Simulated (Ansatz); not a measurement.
# Calculations on Cu

**1. Vibrations**

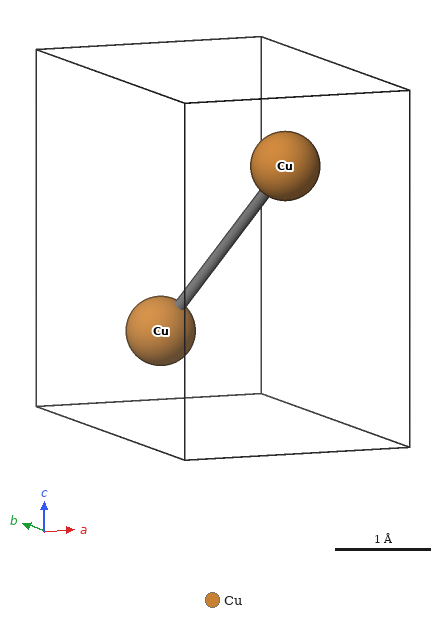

Normal modes of solid Cu relaxed at 22 GPa, at the zone centre. The picture is a ball-and-stick view of the cell of the calculation, seen from a free direction.

All numbers below come from Ansatz 0.2.0, DFT LDA, scalar-relativistic, plane waves, PAW.

The input:
```yaml
crystal:
  lattice:
    - [2.4094757048, 0.0, 0.0]
    - [-1.2047378524, 2.0866671702, 0.0]
    - [0.0, 0.0, 3.950737354]
  atoms:
    - { symbol: Cu, position: [0.3333333333, 0.6666666667, 0.25] }
    - { symbol: Cu, position: [0.6666666667, 0.3333333333, 0.75] }
basis:
  ecutwfc: 420
kpoints:
  mp_grid: { grid: [18, 18, 10] }
hamiltonian:
  xc: lda
scf:
  occupations: { method: fermi_dirac, width: 0.15 }
output:
  eigenvalues: true
phonons:
  method: dfpt
  eigenvectors: true
```

Command:
```bash
ansatz run input.yaml --threads 1 --pin off --max-ram 3072MiB --backend cpu --events-out ev --progress --plain --runs-dir out
```

The frequencies depend somewhat on the k-mesh and the smearing.

### List the optical modes.

The calculation's cell holds 2 atoms, so there are 3 optical modes, in 2 levels. The optical modes span E₂g + B₁g. No level is unstable.

| level | symmetry | frequency (cm⁻¹) | activity |
| --- | --- | --- | --- |
| 1 | E₂g | 135 | Raman-active |
| 2 | B₁g | 334 | silent |

The modes drawn as arrows (one member of each degenerate set):

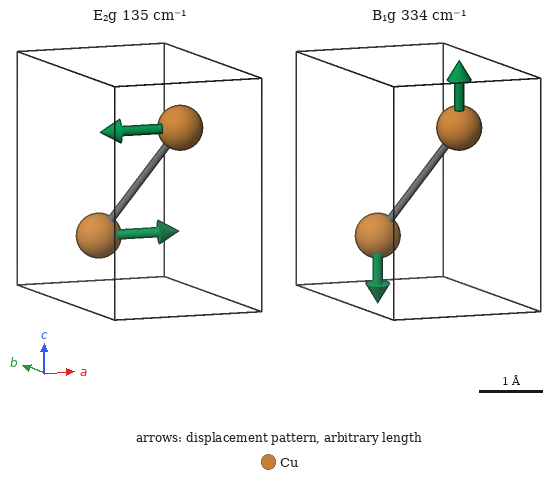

**2. Vibrations**

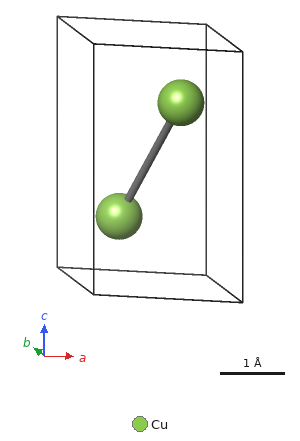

Normal modes of a crystal of Cu relaxed at 5 GPa, at the zone centre. The picture is a ball-and-stick view of the cell of the calculation, seen slightly off an axis.

Level of theory: Ansatz 0.2.0, DFT LDA, scalar-relativistic, plane waves, PAW. Settings: plane-wave cutoff 420 eV; k-point mesh 18 × 18 × 10; occupations fermi dirac; smearing width 0.15 eV; target pressure 5 GPa; no spin polarisation.

The frequencies depend somewhat on the k-mesh and the smearing.

> Which optical modes does it have, at what frequencies, and is it stable there?

The calculation's cell holds 2 atoms, so there are 3 optical modes, in 2 levels. The optical modes span E₂g + B₁g. No level is unstable.

```tsv
level	symmetry	frequency (cm⁻¹)	activity
1	E₂g	120	Raman-active
2	B₁g	287	silent
```

The modes drawn as arrows (one member of each degenerate set):

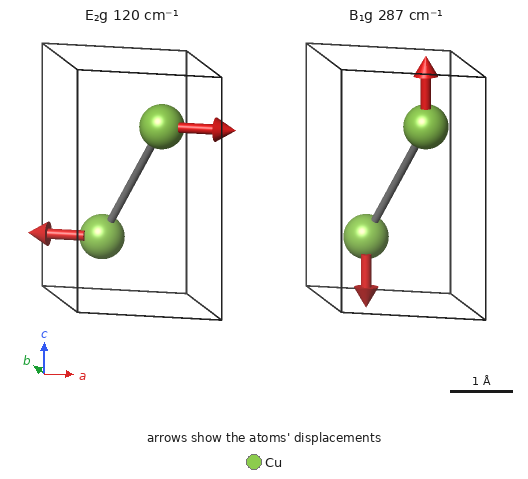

**3. One mode**

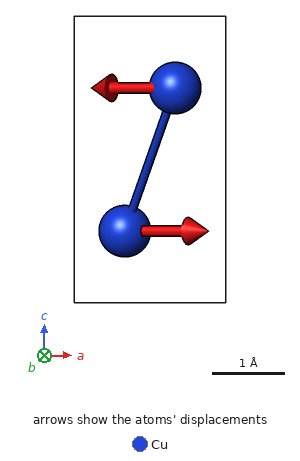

One vibrational mode of a crystal of Cu relaxed at 11 GPa at the zone centre. Displacements are drawn as red arrows; their common scale and sign are arbitrary. The picture is a ball-and-stick view of the cell of the calculation, seen along the b axis.

The calculation used DFT LDA, scalar-relativistic, plane waves, PAW in Ansatz. Set-up: plane-wave cutoff 420 eV; k-point mesh 18 × 18 × 10; occupations fermi dirac; smearing width 0.15 eV; target pressure 11 GPa; no spin polarisation.

The frequencies depend somewhat on the k-mesh and the smearing.

Question: What mode is this, and where does it lie in the spectrum?

Answer: This is the E₂g mode (doubly degenerate; one member of the set is drawn) at 125 cm⁻¹, the lowest optical level, Raman-active by symmetry. All motion is along a; atoms of one kind move against one another, with no net shift of their sublattice.

**4. Softest mode**

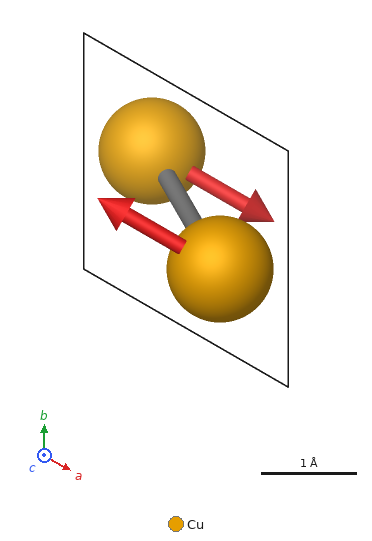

The lowest optical mode of a crystal of Cu, space group P6₃/mmc (No. 194), at the zone centre. Displacements are drawn as red arrows; their common scale and sign are arbitrary. A ball-and-stick model of the cell of the calculation, seen along the c axis.

Method: DFT LDA, scalar-relativistic, plane waves, PAW in Ansatz. Settings: plane-wave cutoff 420 eV; k-point mesh 18 × 18 × 10; occupations fermi dirac; smearing width 0.15 eV; no spin polarisation.

The frequencies depend somewhat on the k-mesh and the smearing.

**Is this crystal at a minimum with respect to the drawn distortion?**

Yes: this softest mode has a real frequency, and so have all others here. That speaks for this wave vector alone: the rest of the zone wasn't checked in this run. This is the E₂g mode (doubly degenerate; one member of the set is drawn) at 114 cm⁻¹, the lowest optical level, Raman-active by symmetry. All motion is along a; atoms of one kind move against one another, with no net shift of their sublattice.

**5. Softest mode**

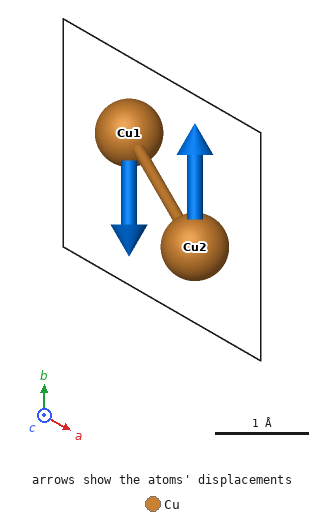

The lowest optical mode of solid Cu at 0.98 times its rest volume, space group P6₃/mmc (No. 194), at the zone centre. The blue arrows are the displacements of the atoms (eigenvector over the root of the mass), of arbitrary overall length and sign. The picture is a ball-and-stick view of the cell of the calculation, seen along the c axis.

All numbers below come from Ansatz 0.2.0, DFT LDA, scalar-relativistic, plane waves, PAW. Set-up: plane-wave cutoff 420 eV; k-point mesh 18 × 18 × 10; occupations fermi dirac; smearing width 0.15 eV; no spin polarisation.

The frequencies depend somewhat on the k-mesh and the smearing.

> Is the structure stable against all modes at this point?

Yes: this softest mode has a real frequency, and so have all others here. That speaks for this wave vector alone: the rest of the zone wasn't checked in this run. This is the E₂g mode (doubly degenerate; one member of the set is drawn) at 119 cm⁻¹, the lowest optical level, Raman-active by symmetry. All motion is along b; atoms of one kind move against one another, with no net shift of their sublattice.
